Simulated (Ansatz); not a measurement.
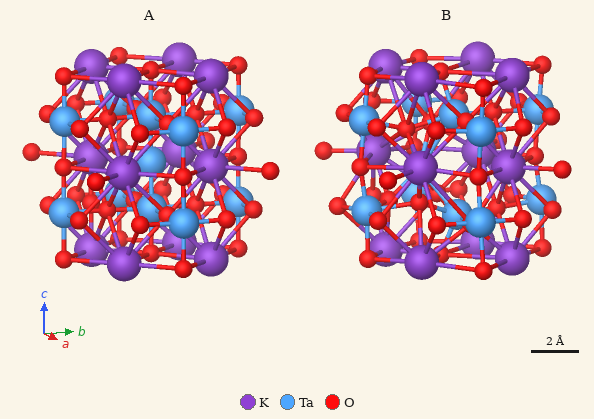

Two geometries of a defect cell of composition K₈Ta₉O₂₄ (cell charge +1), drawn at one scale. One is the start of a relaxation, the other its converged end. A ball-and-stick model of the atoms within 5.8 Å of the atom that moves most (axes of the cell of the calculation (origin shifted)), seen slightly off an axis.

Computed with Ansatz, DFT, PBEsol, PAW, plane waves. Settings: plane-wave cutoff 420 eV; k-point mesh 1 × 1 × 1; mesh shifted by (0.25, 0.25, 0.25); collinear spin; atoms relaxed in a fixed cell; force threshold 0.03 eV/Å; at most 80 steps.

Q: Which geometry has the lower energy?

A: Structure B is the relaxed one. The atoms of the start lie slightly off their symmetric places, so part of the fall in energy undoes that. The largest move is that of a Ta atom, 1.33 Å along [−2 −3 −1]. Largest moves by element: Ta 1.33 Å, O 1.01 Å, K 0.84 Å. The cell doesn't change. Among the contacts that change: O–Ta 3.453 → 1.898 Å, K–Ta 2.825 → 4.131 Å, Ta–Ta 4.431 → 3.205 Å, K–O 2.806 → 4.003 Å. New bonds form, among them: O–Ta (2.78 → 1.98 Å), O–Ta (2.79 → 2.22 Å), O–Ta (2.80 → 2.27 Å), O–Ta (2.81 → 2.07 Å). Bonds break, among them: K–O (2.81 → 4.00 Å), K–O (2.83 → 3.86 Å). Bond angles that change, for instance: Ta–Ta–Ta 178.6° → 105.6°, Ta–Ta–O 177.8° → 114.8°, K–O–K 178.1° → 123.7°. Over 22 geometry steps the energy falls by 17.279 eV per cell of the calculation. The largest force component goes from 13 to 0.022 eV/Å. The program noted that the starting moments weren't kept.

Limits of the set-up: the periodic images lie only 8.0 Å apart, so the values are limited by the cell's size; the cell is charged, on a uniform background, and energies carry no finite-size correction.
